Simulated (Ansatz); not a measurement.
**Ir4O: geometry relaxation (part 2 of 2)**

Ir4O (slab, 5 atoms in the cell); DFT r2SCAN, scalar-relativistic, plane waves, PAW, no spin polarisation (Ansatz 0.2.0); cutoff 500 eV, 11×11×1 k-mesh, Gaussian smearing of 0.1 eV. The structure derives from an entry of the Crystallography Open Database. The input holds or restrains some coordinates. Forces given for the steps count only the free coordinates. It belongs to a series of runs on one base structure; here: O put at a top Ir site.

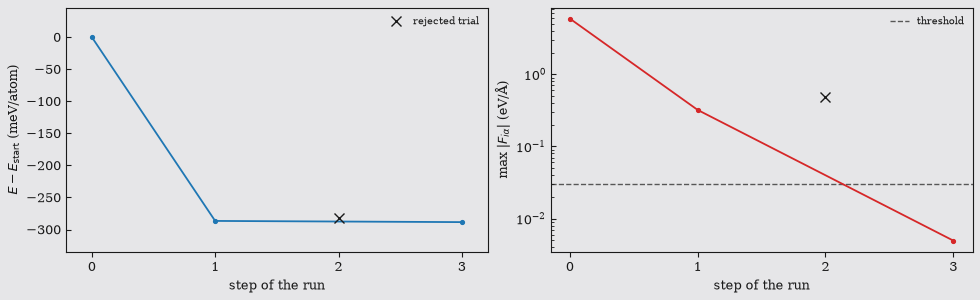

Figure 1. Progress of the restrained relaxation, step by step (the first geometry is step 0 here and step 1 in the log).

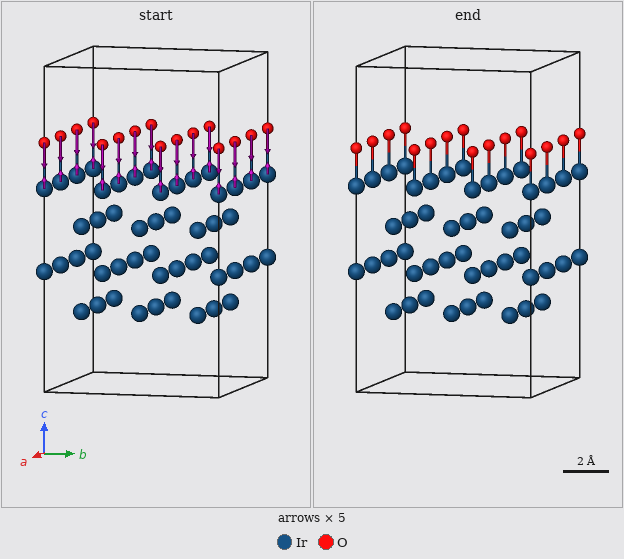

Figure 2. Before (left) and after (right) the restrained relaxation, at one scale (ball-and-stick view of the 3 × 3 repeat of the cell, with the vacuum cut short, seen slightly off an axis). The pink arrows give the displacements, magnified 5 times. After 3 geometry steps the energy has fallen by 288 meV per atom. Largest force component: 5.9 eV/Å at the start, 0.005 eV/Å at the end. The line search rejected the trial step at point 2 (counted from 0) and went back. The atom that moves furthest is O5 (0.24 Å). By element the largest moves are O 0.24 Å, Ir 0.12 Å. The cell stays as it was. Among the contacts that change: Ir4–O5 2.080 → 1.724 Å. (Atoms are counted from 1 in the order of the input.)

```
WARN: The output density's exchange-correlation potential varies sharply where the density is thin. Do not read a vacuum level from v_tot or v_xc, or from such a field of the output density. On a cell that repeats whose density bears no net charge and no dipole along the vacuum's axis use v_es (v_loc + v_h of the components); under efield.dipole_correction with no amplitude use v_es + v_field, which holds any external_charges[].barrier, or the levels of the report's work_function block, which leave it out; under a non-zero efield.amplitude the vacuum is tilted and has no level; on a cell that repeats and bears such a dipole with no correction it is tilted too, and efield.dipole_correction with no amplitude gives each side of its ramp a level where efield: is served; in a cell that repeats whose density bears a net charge (total_charge, or a fill off its count) it is curved and has none; of a slab under crystal.periodic whose density bears no net charge use v_es, which has a level on each side, short of where the two are joined; of another it falls or rises all the way out and has none; of a slab beside external_charges read slab_vacuum_level instead, which it has where they leave it neutral. The grid or the basis barely resolves most such structure, and the values can differ between equally converged runs; as a rule a tighter scf.convergence.dr2_threshold does not remove it. Where the density itself ripples (under the LDA too) a higher basis.ecutwfc lessens it. The files hold the spikes' plane waves up to the density's cutoff. Files: v_tot_of_output_density and the like, and their columns of v_z.tsv (output.write_potential); v_xc_of_output_density and the like, and their columns of v_comp_z.tsv (output.write_potential_components). Measured: with its Gaussian average of σ = 0.25 Å subtracted twice, the exchange-correlation potential is over 0.1 eV at 6019 of the grid points where the equally averaged density (valence and model cores) is under 1e-3 e/Å³, and 0.552 eV at the most among them, at an averaged density of 6.0e-9 e/Å³. The input density's (outcome.potential() and, of a run that writes arrays, v_tot and v_xc) is over 0.1 eV, so measured, at 76 points of its own thin density, 0.431 eV at the most. See output.write_potential in the manual, Limitations
SCF converged after 2 iterations
Free energy (F): -48358.903231 eV
Harris-Foulkes:  -48358.903231 eV  (|F-HF|=7.79e-10)
Internal energy: -48358.877837 eV  (E = F + TS)
E sigma→0 (E₀):  -48358.890534 eV
Entropy (-TS):   -0.025394 eV (-5.079 meV/atom)
Fermi energy:    3.715786 eV
Dipole field:    D = -0.090868 V/Å  (p = -0.091897 e·Å, saw-weighted, corrected)
Work function:   Φ+ = 7.8961 eV   Φ− = 5.6457 eV
Levels:          The Fermi level and band energies are counted from a zero that moves with the ramp; work functions are not
--- Per-component energies (eV) ---
  E_band       = -1907.535503
  E_kinetic    = 2658.187350
  E_local      = -124357.409060  (includes V_loc(G=0)·N_el)
  E_nonlocal   = 344.842225
  E_hartree    = 60893.313566
  E_xc         = -1088.920888
  E_vxc        = -1431.654165  (∫ρ·V_xc dr)
  E_paw        = -37157.420088  (= ΣΔE_a)
  E_vpaw       = -993.973639  (= ΣTr[D̂ρ^β])
  E_aug_tail   = 0.000929  (compensation charges beyond the density's cutoff)
  E_vtau       = 89.948344  (kinetic-family band-sum trace: ∫τ·v_τ [+ j·A + Jᵃ·Aᵃ] dr)
  E_efield     = 0.004175  (sawtooth field / dipole correction)
  E_vefield    = -4.092420  (∫n·V_field dr)
  E_ewald      = 50349.823469
  E_core_change = -1.299515  (= ΣΔE_core)
  E_smearing   = -0.025394  (= −TS)
  E_closure    = 0.000000  (closes the sum)
  Σ components = -48358.903231   (vs F -48358.903231, Δ=0.00e0)
--- Forces (eV/Å), atoms counted from 1 ---
  atom   1  Ir     0.00000000     0.00000000     1.33620788
  atom   2  Ir     0.00000000     0.00000000    -1.33485656
  atom   3  Ir    -0.00000000     0.00000000     0.00254301
  atom   4  Ir    -0.00000000     0.00000000     0.00105836
  atom   5  O     -0.00000000     0.00000000    -0.00493497
  max |Σ_I F_I| component: 1.77e-5 eV/Å
--- Band table (eV; the first three rows and the last of 21) ---
  k-point 0: bands = ["-91.7081", "-91.1701", "-91.1242", "-90.3755", "-48.5956", "-47.5956", "-47.4839", "-47.4839", "-47.2569", "-47.2569", "-47.2297", "-47.1131", "-47.1131", "-46.5452", "-46.4227", "-46.4227", "-16.3799", "-6.8989", "-4.9596", "-4.1956", "-3.4489", "-3.3970", "-2.5240", "-1.8351", "-1.3262", "-0.5472", "-0.5472", "-0.4608", "0.6837", "0.6837", "1.3301", "1.9365", "2.2869", "2.2869", "2.7104", "3.1301", "3.3069", "4.0623", "4.0840", "4.0840", "4.6757", "5.0922", "5.1754", "5.1754", "9.4697"]
  k-point 1: bands = ["-91.7061", "-91.1673", "-91.1232", "-90.3737", "-48.5915", "-47.6057", "-47.5033", "-47.4795", "-47.3219", "-47.2517", "-47.2005", "-47.1502", "-47.1134", "-46.5426", "-46.4563", "-46.4205", "-16.3445", "-6.6640", "-4.7654", "-4.0189", "-3.2900", "-3.2011", "-2.3897", "-1.8008", "-1.2315", "-0.8067", "-0.5112", "-0.2879", "0.4048", "0.6835", "1.2071", "1.7952", "2.0505", "2.3357", "2.6327", "3.2251", "3.2562", "3.5751", "3.6062", "4.3847", "4.5265", "4.7890", "5.1950", "6.5641", "9.6536"]
  k-point 2: bands = ["-91.7008", "-91.1593", "-91.1206", "-90.3686", "-48.5808", "-47.6670", "-47.5246", "-47.4676", "-47.4305", "-47.2413", "-47.2368", "-47.1895", "-47.1149", "-46.5515", "-46.5299", "-46.4143", "-16.2477", "-6.0219", "-4.3390", "-3.6280", "-2.9149", "-2.7712", "-2.0578", "-1.4759", "-1.3149", "-0.8796", "-0.4246", "-0.0027", "0.1245", "0.6536", "0.6695", "1.5565", "1.5642", "2.3626", "2.4815", "2.7090", "3.0365", "3.4026", "3.4246", "4.0366", "4.7399", "5.1255", "5.4933", "8.0615", "10.1968"]
  k-point 20: bands = ["-91.6608", "-91.0996", "-91.0987", "-90.3283", "-48.4869", "-47.8898", "-47.8891", "-47.6744", "-47.6711", "-47.4652", "-47.4558", "-47.3307", "-47.2929", "-46.7970", "-46.7964", "-46.5095", "-15.5161", "-3.8842", "-3.7100", "-3.4980", "-3.4956", "-2.5690", "-2.3387", "-2.3222", "-2.1431", "-1.1461", "-0.5548", "-0.5115", "1.5478", "1.6163", "2.7449", "3.4527", "4.0100", "4.1904", "4.2191", "4.7904", "5.0432", "5.0885", "5.7444", "6.7433", "7.2044", "8.3408", "10.0764", "11.3113", "11.8168"]
--- Relaxed structure (4 steps of the walk, 3 accepted, 0 SCFs on fresh bases) ---
  F+E_penalty+E_count = -48358.90323107 eV   max|allowed force component| = 4.951e-3 eV/Å
  atoms:
    - { symbol: Ir, position: [0.5, 0.5, 0.3432076991] }
    - { symbol: Ir, position: [0.0, 0.0, 0.4208176488] }
    - { symbol: Ir, position: [0.5, 0.5, 0.49916033507352037] }
    - { symbol: Ir, position: [-7.085103229121155e-35, 0.0, 0.5772856926312244] }
    - { symbol: O, position: [-1.7712758072802888e-35, 0.0, 0.6468986706605461] }
```

### Trajectory as extended XYZ (Å, eV, eV/Å), 4 frames, from step=1 to step=4
```
5
Lattice="2.7183 0.0000 0.0000 0.0000 2.7183 0.0000 0.0000 0.0000 24.7663" Properties=species:S:1:pos:R:3:forces:R:3 step=1 energy=-48357.46086
Ir    1.3591    1.3591    8.5000    0.0000   0.0000   1.2466
Ir    0.0000    0.0000   10.4221    0.0000   0.0000  -1.4427
Ir    1.3591    1.3591   12.3569    0.0000   0.0000  -0.4338
Ir    0.0000    0.0000   14.1807    0.0000   0.0000   5.9109
O     0.0000    0.0000   16.2607    0.0000   0.0000  -5.2802
5
Lattice="2.7183 0.0000 0.0000 0.0000 2.7183 0.0000 0.0000 0.0000 24.7663" Properties=species:S:1:pos:R:3:forces:R:3 step=2 energy=-48358.89397
Ir    1.3591    1.3591    8.5000    0.0000   0.0000   1.4161
Ir    0.0000    0.0000   10.4221    0.0000   0.0000  -0.9976
Ir    1.3591    1.3591   12.4031    0.0000   0.0000  -0.3206
Ir    0.0000    0.0000   14.3362    0.0000   0.0000   0.1306
O     0.0000    0.0000   16.0652    0.0000   0.0000  -0.2294
5
Lattice="2.7183 0.0000 0.0000 0.0000 2.7183 0.0000 0.0000 0.0000 24.7663" Properties=species:S:1:pos:R:3:forces:R:3 step=3 energy=-48358.87444 accepted=F
Ir    1.3591    1.3591    8.5000    0.0000   0.0000   1.2090
Ir    0.0000    0.0000   10.4221    0.0000   0.0000  -2.0085
Ir    1.3591    1.3591   12.3011    0.0000   0.0000   0.4662
Ir    0.0000    0.0000   14.2190    0.0000   0.0000  -0.1528
O     0.0000    0.0000   15.9333    0.0000   0.0000   0.4878
5
Lattice="2.7183 0.0000 0.0000 0.0000 2.7183 0.0000 0.0000 0.0000 24.7663" Properties=species:S:1:pos:R:3:forces:R:3 step=4 energy=-48358.90323
Ir    1.3591    1.3591    8.5000    0.0000   0.0000   1.3362
Ir    0.0000    0.0000   10.4221    0.0000   0.0000  -1.3348
Ir    1.3591    1.3591   12.3624    0.0000   0.0000   0.0026
Ir    0.0000    0.0000   14.2973    0.0000   0.0000   0.0011
O     0.0000    0.0000   16.0213    0.0000   0.0000  -0.0050
```

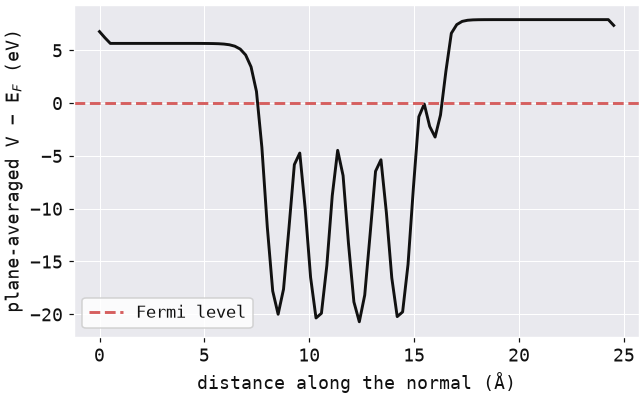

Figure 3. Plane average of the electrostatic potential energy of an electron across the cell, from the Fermi level. The vacuum level lies 7.90 eV above the Fermi level on the upper side and 5.65 eV on the lower.

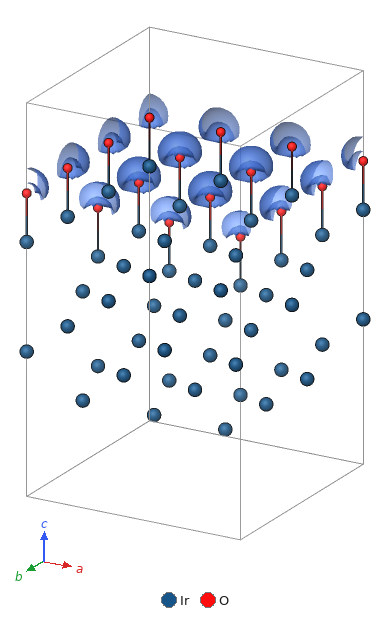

Figure 4. Isosurface of the ELF at 0.8 (blue), seen at an oblique angle. Core shells and regions of very low density are left out. Sticks mark near contacts. Along the contacts the grid gives the following. Ir–O (1.72 Å): the ELF peaks at about 0.75 in the valence shell of O, 0.5 Å from its nucleus, and drops to about 0.35 between the two atoms. The fields are those of the smooth PAW valence density.

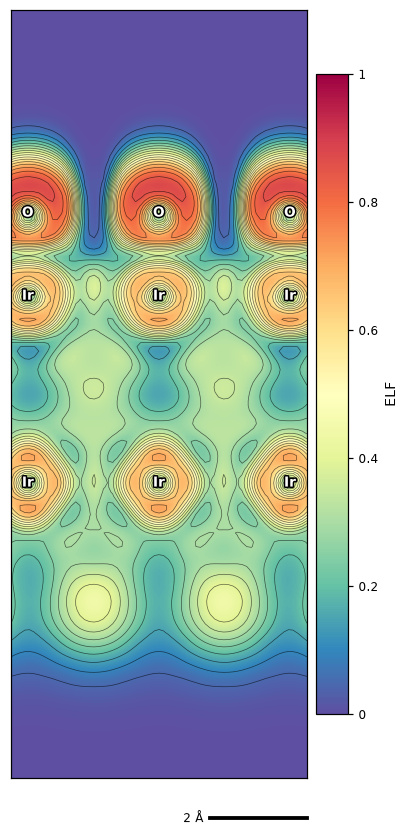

Figure 5. ELF on the (100) plane of the calculation cell, a cut from vacuum to vacuum. The section cuts through Ir and O sites. Ir–O (1.72 Å): the ELF peaks at about 0.75 in the valence shell of O, 0.5 Å from its nucleus, and drops to about 0.35 between the two atoms. The strong features right at Ir lie inside the PAW spheres (semicore, d or f shells) and say nothing about bonding.

This output came from the following input.

### The input
```yaml
crystal:
  lattice:
    - [2.7182807111, 0.0, 0.0]
    - [0.0, 2.7182807111, 0.0]
    - [0.0, 0.0, 24.766344172]
  atoms:
    - { symbol: Ir, position: [0.5, 0.5, 0.3432076991] }
    - { symbol: Ir, position: [0.0, 0.0, 0.4208176488] }
    - { symbol: Ir, position: [0.5, 0.5, 0.4989389495] }
    - { symbol: Ir, position: [0.0, 0.0, 0.5725799416] }
    - { symbol: O, position: [0.0, 0.0, 0.6565648845] }
basis:
  ecutwfc: 500
kpoints:
  mp_grid: { grid: [11, 11, 1] }
hamiltonian:
  xc: r2scan
scf:
  occupations: { method: gaussian, width: 0.1 }
output:
  forces: true
  eigenvalues: true
  write_density: true
  write_potential: true
  elf: true
  volumetric_format: npy
relax:
  adjacent_minimum: "off"
  f_tol: 0.03
  max_steps: 70
  constraints: [{ sites: [0, 1] }]
efield:
  axis: 3
  dipole_correction: true
  ramp_width: 0.04
```

Run as:
```bash
ansatz run input.yaml --threads 2 --pin off --max-ram 5120MiB --backend cpu --events-out ev --progress --plain --runs-dir out
```

### Summary

- outcome: converged under the restraints of the input
- electrons treated: 74
- free energy: −48358.9032 eV
- work function, top face: 7.90 eV
- work function, bottom face: 5.65 eV
- Fermi energy: 3.716 eV
- gap on the k-point mesh: none (metallic)
- final volume: 183.00 Å³
- work function (upper face): 7.90 eV
- largest force (length of the vector) at the end, held atoms and coordinates included: 1.336 eV/Å
- hardware: 2 threads of Intel Xeon @ 2.50GHz (Skylake/Cascade Lake), 32 GiB of memory available, shared host
- wall time: 1.7 min (CPU time 3.3 min)
- peak memory: 0.85 GiB

### Remarks

The program warns: the exchange-correlation potential is rough where the density is thin. Spin–orbit coupling is left out, which matters for Ir.
